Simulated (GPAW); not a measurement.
## Dielectric function and optical constants of CaO (Lime)

Wanted: where CaO (Lime) starts to absorb, how strongly, and its refractive index.

Method: DFT, PBE, plane-wave PAW (GPAW data sets), scalar-relativistic, RPA, optical limit, in GPAW 26.7.0.

### Step 1. The starting structure

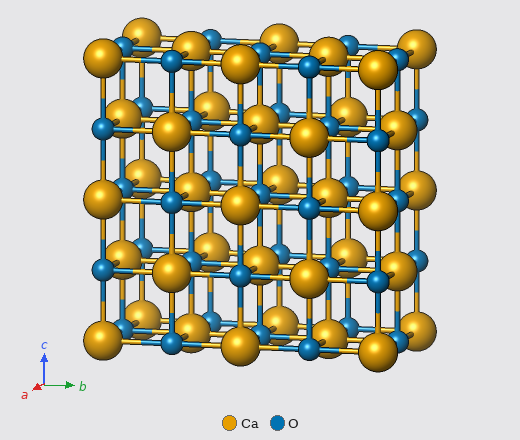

The cell as given, slightly off an axis (calcium orange, oxygen blue). 1×2×2 cells are drawn. This picture shows the conventional cell, with its axes. Some periodic images of atoms are drawn too.

### Step 2. Ground state

First the ground state: is it a metal or has it a gap?

This step: DFT, PBE, plane-wave PAW (GPAW data sets), scalar-relativistic, ground state (GPAW 26.7.0).

Contents of gs.py:

```python
from ase import Atoms
from ase.dft.bandgap import bandgap
from gpaw import GPAW, PW, FermiDirac

atoms = Atoms(['Ca', 'O'],
              cell=[[0.000000000000, 2.406500000000, 2.406500000000],
                    [2.406500000000, 0.000000000000, 2.406500000000],
                    [2.406500000000, 2.406500000000, 0.000000000000]],
              scaled_positions=[[0.000000000000, 0.000000000000, 0.000000000000],
                                [0.500000000000, 0.500000000000, 0.500000000000]],
              pbc=[True, True, True])
atoms.calc = GPAW(mode=PW(500), xc='PBE', kpts={'size': (8, 8, 8), 'gamma': True},
                  occupations=FermiDirac(0.05), maxiter=150, txt='gs.txt')
print('energy (eV)', atoms.get_potential_energy())
print('Fermi level (eV)', atoms.calc.get_fermi_level())
print('valence electrons', atoms.calc.get_number_of_electrons())
print('gap (eV)', bandgap(atoms.calc, output=None)[0])
print('direct gap (eV)', bandgap(atoms.calc, direct=True, output=None)[0])
atoms.calc.write('gs.gpw')
```

Run with:

```sh
$ OMP_NUM_THREADS=1 python gs.py
```

Numbers of over 12 decimals in the logs are rounded to 6 here.

Log:

```text
__  _  _
 | _ |_)|_||  |
 |__||  | ||/\| - 26.7.0

Versions:
  Python: 3.12.14
  ASE:    3.29.0
  Numpy:  2.5.5
  Scipy:  1.18.1
  Libxc:  7.0.0

Input parameters:
  mode=PW(ecut=500.0),
  kpts=MonkhorstPack(size=(8, 8, 8), gamma=True),
  maxiter=150,
  occupations=Occupations(name='fermi-dirac', width=0.05, fixmagmom=False),
  xc=XC(name='PBE')

Diagonalizing LCAO Hamiltonian
Converting LCAO to pw mode

               O

       Ca

Atoms  # Å, Bohr magnetons
|   | symbol |        x |        y |        z |    initial magnetic moments |
| 0 |     Ca | 0.000000 | 0.000000 | 0.000000 | ( 0.0000,  0.0000,  0.0000) |
| 1 |      O | 2.406500 | 2.406500 | 2.406500 | ( 0.0000,  0.0000,  0.0000) |

Unit cell  # Å
| periodic |        x |        y |        z |  lengths |    angles |
|      yes | 0.000000 | 2.406500 | 2.406500 | 3.403305 | 60.000000 |
|      yes | 2.406500 | 0.000000 | 2.406500 | 3.403305 | 60.000000 |
|      yes | 2.406500 | 2.406500 | 0.000000 | 3.403305 | 60.000000 |

Number of symmetries: 48
Symmetry operations  # r_c * U_cc + t_c -> r_c
|    | kind |            matrix            |
|  0 |  σ   |  1, 0, 0,  1, 0,-1,  1,-1, 0 |
|  1 |  C2  |  1, 0, 0,  1,-1, 0,  1, 0,-1 |
|  2 |  E   |  1, 0, 0,  0, 1, 0,  0, 0, 1 |
|  3 |  σ   |  1, 0, 0,  0, 0, 1,  0, 1, 0 |
|  4 |  C4  |  1, 0,-1,  1, 0, 0,  1,-1, 0 |
|  5 |  S6  |  1, 0,-1,  1,-1, 0,  1, 0, 0 |
|  6 |  σ   |  1, 0,-1,  0, 1,-1,  0, 0,-1 |
|  7 |  C3  |  1, 0,-1,  0, 0,-1,  0, 1,-1 |
|  8 |  S6  |  1,-1, 0,  1, 0, 0,  1, 0,-1 |
|  9 |  C4  |  1,-1, 0,  1, 0,-1,  1, 0, 0 |
| 10 |  C3  |  1,-1, 0,  0,-1, 1,  0,-1, 0 |
| 11 |  σ   |  1,-1, 0,  0,-1, 0,  0,-1, 1 |
| 12 |  σ   |  0, 1, 0,  1, 0, 0,  0, 0, 1 |
| 13 |  C4  |  0, 1, 0,  0, 1,-1, -1, 1, 0 |
| 14 |  C3  |  0, 1, 0,  0, 0, 1,  1, 0, 0 |
| 15 |  S6  |  0, 1, 0, -1, 1, 0,  0, 1,-1 |
| 16 |  C2  |  0, 1,-1,  1, 0,-1,  0, 0,-1 |
| 17 |  σ   |  0, 1,-1,  0, 1, 0, -1, 1, 0 |
| 18 |  S4  |  0, 1,-1,  0, 0,-1,  1, 0,-1 |
| 19 |  C4  |  0, 1,-1, -1, 1, 0,  0, 1, 0 |
| 20 |  C3  |  0, 0, 1,  1, 0, 0,  0, 1, 0 |
| 21 |  σ   |  0, 0, 1,  0, 1, 0,  1, 0, 0 |
| 22 |  S6  |  0, 0, 1,  0,-1, 1, -1, 0, 1 |
| 23 |  C4  |  0, 0, 1, -1, 0, 1,  0,-1, 1 |
| 24 |  S4  |  0, 0,-1,  1, 0,-1,  0, 1,-1 |
| 25 |  C3  |  0, 0,-1,  0, 1,-1,  1, 0,-1 |
| 26 |  C2  |  0, 0,-1,  0,-1, 0, -1, 0, 0 |
| 27 |  S6  |  0, 0,-1, -1, 0, 0,  0,-1, 0 |
| 28 |  S4  |  0,-1, 1,  1,-1, 0,  0,-1, 0 |
| 29 |  C4  |  0,-1, 1,  0, 0, 1, -1, 0, 1 |
| 30 |  C2  |  0,-1, 1,  0,-1, 0,  1,-1, 0 |
| 31 |  σ   |  0,-1, 1, -1, 0, 1,  0, 0, 1 |
| 32 |  C3  |  0,-1, 0,  1,-1, 0,  0,-1, 1 |
| 33 |  S6  |  0,-1, 0,  0, 0,-1, -1, 0, 0 |
| 34 |  S4  |  0,-1, 0,  0,-1, 1,  1,-1, 0 |
| 35 |  C2  |  0,-1, 0, -1, 0, 0,  0, 0,-1 |
| 36 |  C2  | -1, 1, 0,  0, 1, 0,  0, 1,-1 |
| 37 |  S6  | -1, 1, 0,  0, 1,-1,  0, 1, 0 |
| 38 |  S4  | -1, 1, 0, -1, 0, 1, -1, 0, 0 |
| 39 |  C3  | -1, 1, 0, -1, 0, 0, -1, 0, 1 |
| 40 |  S6  | -1, 0, 1,  0, 0, 1,  0,-1, 1 |
| 41 |  C2  | -1, 0, 1,  0,-1, 1,  0, 0, 1 |
| 42 |  C3  | -1, 0, 1, -1, 1, 0, -1, 0, 0 |
| 43 |  S4  | -1, 0, 1, -1, 0, 0, -1, 1, 0 |
| 44 |  C2  | -1, 0, 0,  0, 0,-1,  0,-1, 0 |
| 45 |  i   | -1, 0, 0,  0,-1, 0,  0, 0,-1 |
| 46 |  σ   | -1, 0, 0, -1, 1, 0, -1, 0, 1 |
| 47 |  C2  | -1, 0, 0, -1, 0, 1, -1, 1, 0 |

BZ-sampling:
  Number of BZ points: 512
  Number of IBZ points: 29

  Monkhorst-Pack size: [8, 8, 8]
  Monkhorst-Pack shift: [0.0625, 0.0625, 0.0625]

K-points  # in reciprocal-cell coordinates
|     |                                coordinates |     weight |
|   0 | (  0.00000000,   0.00000000,   0.00000000) | 0.00195312 |
|   1 | (  0.12500000,   0.12500000,   0.00000000) | 0.01171875 |
|   2 | (  0.12500000,   0.12500000,   0.12500000) | 0.01562500 |
|   3 | (  0.25000000,   0.12500000,   0.12500000) | 0.02343750 |
|   4 | (  0.25000000,   0.25000000,   0.00000000) | 0.01171875 |
|   5 | (  0.25000000,   0.25000000,   0.12500000) | 0.04687500 |
|   6 | (  0.25000000,   0.25000000,   0.25000000) | 0.01562500 |
|   7 | (  0.37500000,   0.25000000,  -0.37500000) | 0.04687500 |
|   8 | (  0.37500000,   0.25000000,   0.12500000) | 0.04687500 |
|   9 | (  0.37500000,   0.25000000,   0.25000000) | 0.04687500 |
| ... |                                            |            |
|  28 | (  0.50000000,   0.50000000,   0.50000000) | 0.00781250 |

Plane wave coefficients: 725
Cutoff: 500.0 eV

Spin-components: 1 (collinear spins)
Bands:           9
Projectors:      10
Spin-degeneracy: 2
Datatype:        complex128

Parallelization:
  kpt:    1
  domain: 1
  band:   1

Density:
  Valence electrons: 16.0
  Components: 1
  Grid points: [18 18 18]
  Charge: 0.0  # |e|

Potential:
  Grid points: [18 18 18]

species:
  Ca:
    name:    Calcium
    id:
    Z:       20.0
    valence: 10
    core:    10
    charge:  0.0  # [|e|]
    compensation charges:
      type: gauss
      rc: 0.37  # [Å]
      lmax: 2
    cutoffs:
      filter: 2.10  # [Å]
      core: 1.17  # [Å]
    projectors
    | kind |    occ | energy [eV] | rcut [Å] |
    |   3s |  2.000 |     -47.086 |    1.175 |
    |   4s |  2.000 |      -3.766 |    1.175 |
    |   3p |  6.000 |     -28.008 |    1.154 |
    |    p |        |      -0.797 |    1.154 |
    |    d |        |       0.000 |    0.937 |

    Using partial waves for Ca as LCAO basis

  O:
    name:    Oxygen
    id:
    Z:       8.0
    valence: 6
    core:    2
    charge:  0.0  # [|e|]
    compensation charges:
      type: gauss
      rc: 0.21  # [Å]
      lmax: 2
    cutoffs:
      filter: 1.17  # [Å]
      core: 0.83  # [Å]
    projectors
    | kind |    occ | energy [eV] | rcut [Å] |
    |   2s |  2.000 |     -23.961 |    0.688 |
    |   2p |  4.000 |      -9.029 |    0.598 |
    |    s |        |       3.251 |    0.688 |
    |    p |        |      18.182 |    0.598 |
    |    d |        |       0.000 |    0.619 |

    Using partial waves for O as LCAO basis

Reference energy: -20551.721533  # eV

eigensolver:
  PPCG
  Converge bands: occupied
  niter=2

density mixing:
  MSR1-Mixer
  Pratt-step length: 0.05
  Maximum mixing coefficient: 0.75
  Old densities: 10
  SVD Regularization: 0.005
  Good broyden scale: 1.0
  Trust region scale: 1.0
  Backstep threshold: 4.0
  History deletion threshold: 6.0
  Fourier metric: weight=20.0, sigma=0.015

occupation numbers:
  Fermi-Dirac:
    width: 0.0500  # eV

poisson solver:
  ecut: 4000.0  # eV

xc functional:
  name: PBE with 2 nearest neighbor stencil

convergence criteria:
- Maximum [total energy] change in last 3 cyles: 0.0005 eV / valence electron
- Maximum integral of absolute [dens]ity change: 0.0001 electrons / valence electron
- Maximum integral of absolute [eigenst]ate change: 4e-08 eV^2 / valence electron
maximum number of iterations: 150

SCF iterations
|iter     |      energy | eigst |  dens |
|iter:   1||  -13.750239 | +0.34 |       |
|iter:   2||  -13.426912 | -1.24 | -0.96 |
|iter:   3||  -12.693345 | -0.39 | -1.02 |
|iter:   4||  -12.673952 | -1.71 | -1.46 |
|iter:   5||  -12.683022 | -3.01 | -1.73 |
|iter:   6||  -12.683195 | -3.63 | -2.53 |
|iter:   7||  -12.683259c| -4.60 | -3.18 |
|iter:   8||  -12.683254c| -5.75 | -3.69 |
|iter:   9||  -12.683253c| -6.51 | -4.31c|
|iter:  10||  -12.683253c| -8.06c| -4.90c|

Converged in 10 steps
SCF loop duration: 3.617 s (0.362 s/step)
Energy contributions relative to reference atoms: (reference = -20551.721533)

Energy contributions:
  Kinetic:          11.581672
  Coulomb:          -8.465246
  Zero:             -0.600447
  External:          0.000000
  Xc:              -15.199232
  Entropy:          -0.000000
  Spinorbit:         0.000000
  ----------------------------
  Free energy:     -12.683253
  Extrapolated:    -12.683253

dipole moment: (-15.858393, -15.858393, -15.858393)  # |e|*Ang

Fermi level: 5.871
Eigenvalues  # (at kpt = [0.000, 0.000, 0.000])
| band index |      eig [eV] | occ [0-2] |
|          0 |       -32.890 |     2.000 |
|          1 |       -13.688 |     2.000 |
|          2 |       -13.688 |     2.000 |
|          3 |       -13.688 |     2.000 |
|          4 |       -10.793 |     2.000 |
|          5 |         4.745 |     2.000 |
|          6 |         4.745 |     2.000 |
|          7 |         4.745 |     2.000 |
|          8 |         9.434 |     0.000 |

Gap: 3.694 eV
Transition (v -> c):
  (s=0, k=0, n=7, [0.00, 0.00, 0.00]) -> (s=0, k=24, n=8, [0.50, 0.50, 0.00])
Direct/indirect transitions are different
Direct gap: 4.069 eV
Transition at: (s=0, k=24, n=7, [0.50, 0.50, 0.00])

--- standard output ---
energy (eV) -12.683253
Fermi level (eV) 5.871160
valence electrons 16.0
gap (eV) 3.693973
direct gap (eV) 4.069350
```

Run time: 4.9 s. Hardware: 1 thread of Arm Neoverse V2, shared host; peak memory 0.12 GiB.

Read-outs, printed or worked out from the files:

```
energy                 : -12.68 eV
Fermi energy           : 5.871 eV
gap on the k-mesh      : 3.694 eV
direct gap on the mesh : 4.069 eV
electrons              : 16
```

There is a gap, 3.69 eV on this mesh (points off the mesh can give less), so no carriers' term is needed.

### Step 3. Bands for the response

At the fixed density, many empty bands are solved on the mesh of the response, since the spectrum sums over them.

This step: DFT, PBE, plane-wave PAW (GPAW data sets), scalar-relativistic, bands at fixed density (GPAW 26.7.0).

Contents of nscf.py:

```python
from ase.dft.bandgap import bandgap
from gpaw import GPAW, FermiDirac

calc = GPAW('gs.gpw').fixed_density(kpts={'size': (12, 12, 12), 'gamma': True}, nbands=30, convergence={'bands': 24},
                                    occupations=FermiDirac(0.001), txt='nscf.txt')
print('gap (eV)', bandgap(calc, output=None)[0])
print('direct gap (eV)', bandgap(calc, direct=True, output=None)[0])
print('top band over the Fermi level (eV)', min(calc.get_eigenvalues(kpt=k)[23] for k in range(len(calc.get_ibz_k_points()))) - calc.get_fermi_level())
calc.write('full.gpw', mode='all')
```

Run with:

```sh
$ OMP_NUM_THREADS=1 python nscf.py
```

Log:

```text
Diagonalizing LCAO Hamiltonian
Converting LCAO to pw mode
convergence criteria:
- Maximum integral of absolute [eigenst]ate change: 4e-08 eV^2 / valence electron
maximum number of iterations: 150

SCF iterations
|iter     |      energy | eigst |  dens |
|iter:   1||             | +3.34 |       |
|iter:   2||             | +1.33 |       |
|iter:   3||             | -1.29 |       |
|iter:   4||             | -2.99 |       |
|iter:   5||             | -5.07 |       |
|iter:   6||             | -6.56 |       |
|iter:   7||             | -7.71c|       |
SCF steps: 7
  __  _  _
 | _ |_)|_||  |
 |__||  | ||/\| - 26.7.0

Versions:
  Python: 3.12.14
  ASE:    3.29.0
  Numpy:  2.5.5
  Scipy:  1.18.1
  Libxc:  7.0.0

Input parameters:
  mode=PW(ecut=500.0),
  convergence={'bands': 24},
  gpts=array([18, 18, 18]),
  kpts=MonkhorstPack(size=(12, 12, 12), gamma=True),
  maxiter=150,
  nbands=30,
  occupations=Occupations(name='fermi-dirac', width=0.001, fixmagmom=False),
  parallel={},
  xc=XC(name='PBE')

--- standard output ---
gap (eV) 3.693897
direct gap (eV) 4.069274
top band over the Fermi level (eV) 26.859134
```

The job ended after 20 s (1 thread; peak memory 0.16 GiB).

### Step 4. Dielectric function, RPA

Local fields let the induced charge screen the field inside the cell, which as a rule lowers ε, most along directions where the density is uneven.

This step: DFT, PBE, plane-wave PAW (GPAW data sets), scalar-relativistic, RPA, optical limit (GPAW 26.7.0).

Contents of df.py:

```python
from gpaw.response.df import DielectricFunction

df = DielectricFunction('full.gpw', frequencies={'type': 'nonlinear', 'domega0': 0.03, 'omega2': 8},
                        ecut=60,
                        eta=0.15,
                        nbands=24,
                        txt='df.txt')
for direction in ['x']:
    df.get_dielectric_function(xc='RPA', direction=direction, filename=f'df_{direction}.csv')
```

Run with:

```sh
$ OMP_NUM_THREADS=1 python df.py
```

Log:

```text
Using integrator: PointIntegrator
NonLinearFrequencyDescriptor(from 0.000 to 71.584 eV, 508 points)
Nonperiodic BCs:  [False False False]
Using integrator: PointIntegrator
NonLinearFrequencyDescriptor(from 0.000 to 71.584 eV, 508 points)
Nonperiodic BCs:  [False False False]

Calculating chi0 body with:
    Ground state adapter containing:
    Number of spins: 1
    Number of kpoints: 1728
    Number of irreducible kpoints: 72
    Number of completely occupied states: 8
    Number of partially occupied states: 8

    Linear response parametrization:
    q_c: [0.0, 0.0, 0.0]
    Number of frequency points: 508
    Planewave cutoff: 60.0
    Number of bands: 24
    Number of planewaves: 27
    Broadening (eta): 0.15

Integrating chi0 body.

Symmetries of q_c:
    Direct symmetries (Uq -> q): 48
    Indirect symmetries (TUq -> q): 0
In total 48 allowed symmetries.

72 groups of equivalent kpoints. 95.833333% reduction.

Integral kind: spectral function

Calculating chi0 optical extensions with:
    Ground state adapter containing:
    Number of spins: 1
    Number of kpoints: 1728
    Number of irreducible kpoints: 72
    Number of completely occupied states: 8
    Number of partially occupied states: 8

    Linear response parametrization:
    Number of frequency points: 508
    Planewave cutoff: 60.0
    Number of bands: 24
    Number of planewaves: 27
    Broadening (eta): 0.15
Integrating chi0 head and wings.

Symmetries of q_c:
    Direct symmetries (Uq -> q): 48
    Indirect symmetries (TUq -> q): 0
In total 48 allowed symmetries.

72 groups of equivalent kpoints. 95.833333% reduction.

Integral kind: spectral function wings
```

Elapsed: 5.1 s, on 1 thread; peak memory 0.21 GiB.

Numbers from this step:

| Item | Value |
| --- | --- |
| electronic dielectric constant ε∞, mean over x, y and z (by symmetry where fewer were run) | 3.603 |
| main peak of Im epsilon, first axis | 9.452 eV |
| centre of weight of the strongest loss peak in the window | 12.22 eV |

Some rows of df_x.csv (energy; Re and Im without local fields; Re and Im with them):

```text
0.000000, 3.833347, -0.000000, 3.602718, -0.000000
0.555532, 3.847721, 0.007845, 3.615901, 0.007193
1.143969, 3.895972, 0.017065, 3.660120, 0.015629
1.768324, 3.991044, 0.029375, 3.747090, 0.026836
2.431988, 4.159822, 0.048877, 3.900941, 0.044440
3.138794, 4.470350, 0.090028, 4.182012, 0.081048
3.893091, 5.207888, 0.306465, 4.838506, 0.268279
4.699832, 5.309814, 1.752087, 5.001860, 1.525003
5.564682, 4.823460, 2.745101, 4.662922, 2.461582
6.494155, 4.127493, 3.248134, 4.072889, 3.046271
7.495775, 3.947753, 3.671349, 3.852368, 3.544084
8.578281, 2.142731, 5.314141, 2.048172, 5.225389
9.751884, -1.269742, 5.201513, -1.311806, 5.121369
11.028587, -1.276355, 1.508441, -1.318037, 1.515153
12.422601, 0.352152, 0.413101, 0.189342, 0.387461
13.950874, 1.341977, 0.514464, 1.154043, 0.448228
15.633783, 1.048326, 1.434791, 0.909563, 1.343054
17.496047, 0.929330, 0.963234, 0.778988, 0.819604
19.567954, 0.963800, 0.747367, 0.709907, 0.792568
```

(Part 1 of 2 ends here.)

[Machine, clock and banner lines and Python warnings are left out of the logs.]

[Logs are printed without paths, hosts, clocks, repeated set-up lines and the standing remarks that a program may print on its own settings, such as how far it seeks lower states.]

[Hosts, paths, dates, database ids (printed as entryN), source tags and the programs' standing remarks are cut or masked in the printed files.]
